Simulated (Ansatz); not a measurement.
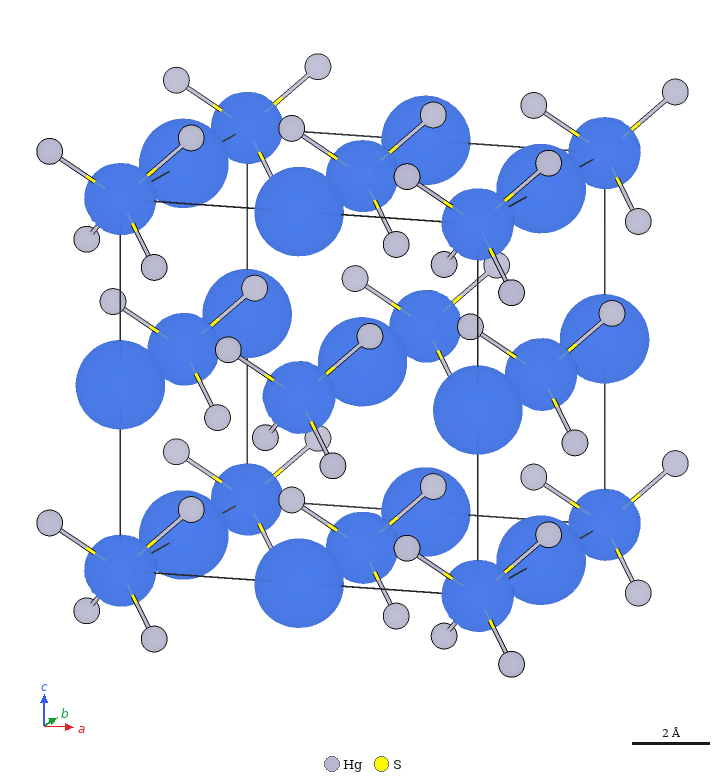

Figure. Hg2S. Isosurface of the ELF at 0.8 (blue), seen slightly off an axis. Core shells and regions of very low density are left out. Sticks mark near contacts.

Space group F-43m; a structure generated by program, which may or may not match a known phase.

Computed with DFT PBE, scalar-relativistic, plane waves, PAW (Ansatz).

Core electrons are frozen (PAW), and the valence fields are smoothed inside the atomic spheres.

```yaml
crystal:
  lattice:
    - [9.88463, 0.00000, 0.00000]
    - [0.00000, 0.00000, -9.88463]
    - [0.00000, 9.88463, 0.00000]
  atoms:
    - { symbol: Hg, position: [0.64623, 0.85377, 0.35377] }
    - { symbol: Hg, position: [0.14623, 0.85377, 0.85377] }
    - { symbol: Hg, position: [0.14623, 0.35377, 0.35377] }
    - { symbol: Hg, position: [0.64623, 0.35377, 0.85377] }
    - { symbol: Hg, position: [0.85377, 0.64623, 0.35377] }
    - { symbol: Hg, position: [0.35377, 0.64623, 0.85377] }
    - { symbol: Hg, position: [0.35377, 0.14623, 0.35377] }
    - { symbol: Hg, position: [0.85377, 0.14623, 0.85377] }
    - { symbol: Hg, position: [0.85377, 0.85377, 0.14623] }
    - { symbol: Hg, position: [0.35377, 0.85377, 0.64623] }
    - { symbol: Hg, position: [0.35377, 0.35377, 0.14623] }
    - { symbol: Hg, position: [0.85377, 0.35377, 0.64623] }
    - { symbol: Hg, position: [0.64623, 0.64623, 0.14623] }
    - { symbol: Hg, position: [0.14623, 0.64623, 0.64623] }
    - { symbol: Hg, position: [0.14623, 0.14623, 0.14623] }
    - { symbol: Hg, position: [0.64623, 0.14623, 0.64623] }
    - { symbol: S, position: [0.00000, 0.50000, 0.00000] }
    - { symbol: S, position: [0.50000, 0.50000, 0.50000] }
    - { symbol: S, position: [0.50000, 0.00000, 0.00000] }
    - { symbol: S, position: [0.00000, 0.00000, 0.50000] }
    - { symbol: S, position: [0.50000, 0.50000, 0.00000] }
    - { symbol: S, position: [0.00000, 0.50000, 0.50000] }
    - { symbol: S, position: [0.00000, 0.00000, 0.00000] }
    - { symbol: S, position: [0.50000, 0.00000, 0.50000] }
```

**Describe the localisation domains.**

The surface consists of eight regions wrapped around S (the valence shell of each), counted in one cell of 24 atoms. Any copies at cell faces, edges or corners count once. Along the contacts the grid gives the following. Hg–S (2.50 Å): the ELF peaks at about 0.90 in the valence shell of S, 0.8 Å from its nucleus, and drops to about 0.25 between the two atoms.

**Does the calculation give a band gap?**

It is gapless in this calculation (a metal or semimetal).
